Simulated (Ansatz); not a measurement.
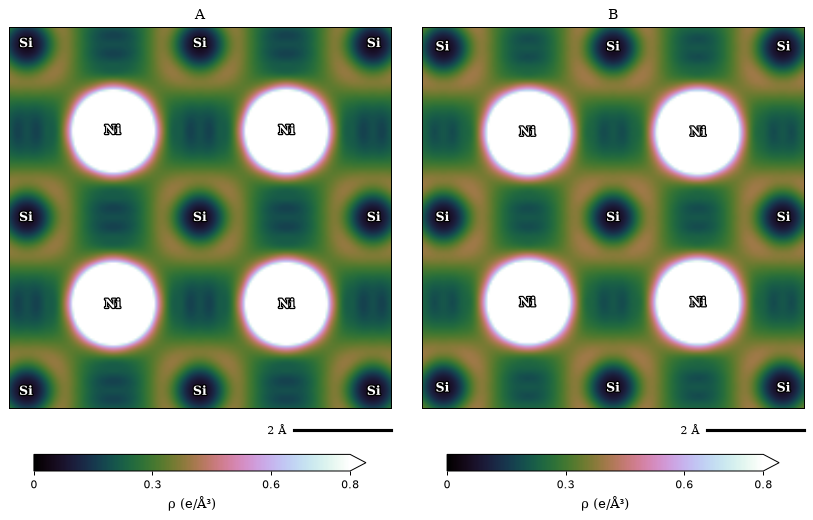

SiNi3. The valence electron density of two cells that differ in size, on the (010) plane of each (indices in the axes of the calculation cell), at one length scale and on one colour scale: A has 11.4 Å³ an atom and B 10.8.

Space group Pm-3m; computed without spin polarisation.

Method: Ansatz 0.2.0, DFT PBE, scalar-relativistic, plane waves, PAW.

Core electrons are frozen (PAW), and the valence fields are smoothed inside the atomic spheres.

> What changes from the larger cell to the smaller?

From the larger cell to the smaller, Si–Ni goes from 2.53 to 2.48 Å, and the density at its midpoint from 0.33 to 0.36 e/Å³; the pressure goes from −11 to 0.0 GPa.
